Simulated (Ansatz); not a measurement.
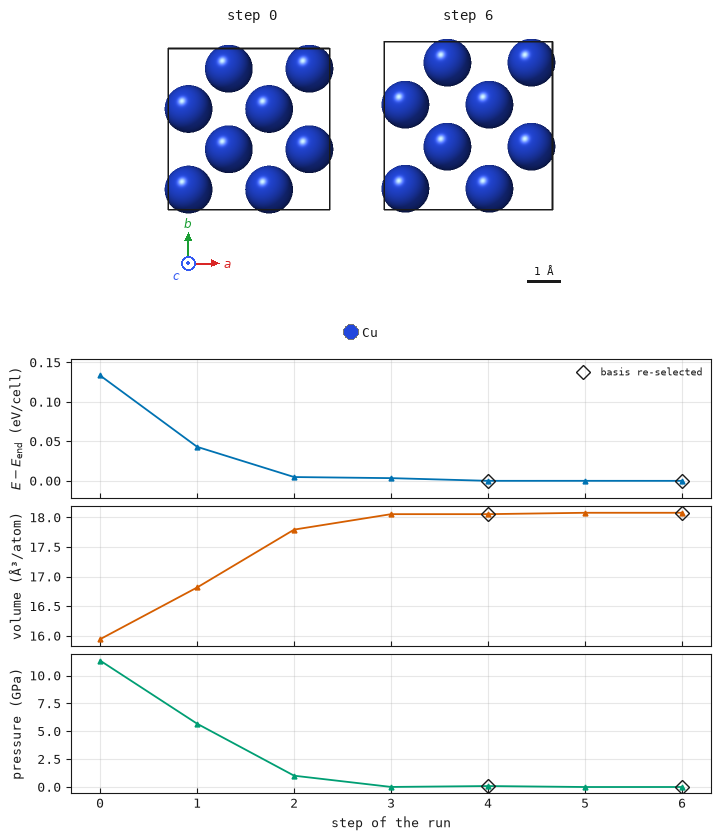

First and last geometry of a relaxation of a crystal of Cu (a generated structure, set up in Fd-3m), with the history of the run. A spheres-only model of the conventional cell (4 times the calculation's cell), seen along the c axis. Lengths and directions refer to the drawn axes.

Phase: diamond.

Computed with Ansatz 0.2.0, DFT, r2SCAN, plane waves (500 eV) with PAW, scalar-relativistic. Set-up: plane-wave cutoff 500 eV; k-point mesh 11 × 11 × 11; occupations fermi dirac; smearing width 0.1 eV; no spin polarisation; cell and atoms relaxed; force threshold 0.01 eV/Å; at most 60 steps.

Read the history and describe the run.

Answer. It converged. After 4 accepted moves (6 points after the start) the energy has fallen by 0.133 eV per cell of the calculation. All forces vanish by symmetry, so only the cell relaxes. Pressure: 11.34 GPa at the start and 0.00 GPa at the end. The SCF was repeated twice at an unchanged geometry on a basis and grid sized afresh for the cell, which shifted the energy by 3.4 meV per cell of the calculation at most. No atom moves by more than 0.005 Å relative to the cell. The volume changes by +13.4 %, with a = b = c 5.034 → 5.249 Å (+4.3 %). Near-neighbour distances that change, for instance: Cu–Cu 2.180 → 2.273 Å. The space group stays Fd-3m (No. 227).

```
step  E − E(0), meV/atom  pressure, GPa  volume, Å³/atom                      note
   0                0.00          11.34           15.944                          
   1              -45.19           5.68           16.817                          
   2              -64.33           1.02           17.795                          
   3              -65.02           0.01           18.055                          
   4              -66.73           0.09           18.055  same geometry, new basis
   5              -66.73           0.00           18.079                          
   6              -66.74           0.00           18.079  same geometry, new basis
```
